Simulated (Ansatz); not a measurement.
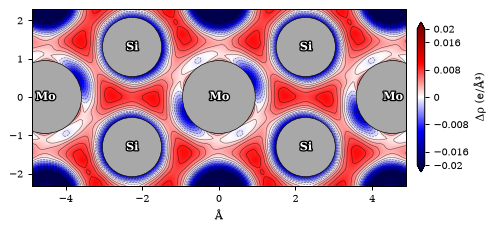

Si2Mo. Difference of the valence pseudo-densities of two functionals at the same geometry, on the (001) plane of the calculation cell: r2SCAN less LDA.

Space group I4/mmm.

Both computed with Ansatz (plane waves, PAW), on the same k-point mesh. Grey discs cover the atomic cores.

```yaml
crystal:
  lattice:
    - [-1.60000, 1.60000, 3.93050]
    - [1.60000, -1.60000, 3.93050]
    - [1.60000, 1.60000, -3.93050]
  atoms:
    - { symbol: Mo, position: [0.00000, 0.00000, 0.00000] }
    - { symbol: Si, position: [0.66700, 0.66700, 0.00000] }
    - { symbol: Si, position: [0.33300, 0.33300, 0.00000] }
```

Question: What does the difference map show?

Answer: Against LDA, r2SCAN gives less density around Mo (−0.004 e/Å³ on average at 1.1 Å from the nucleus).
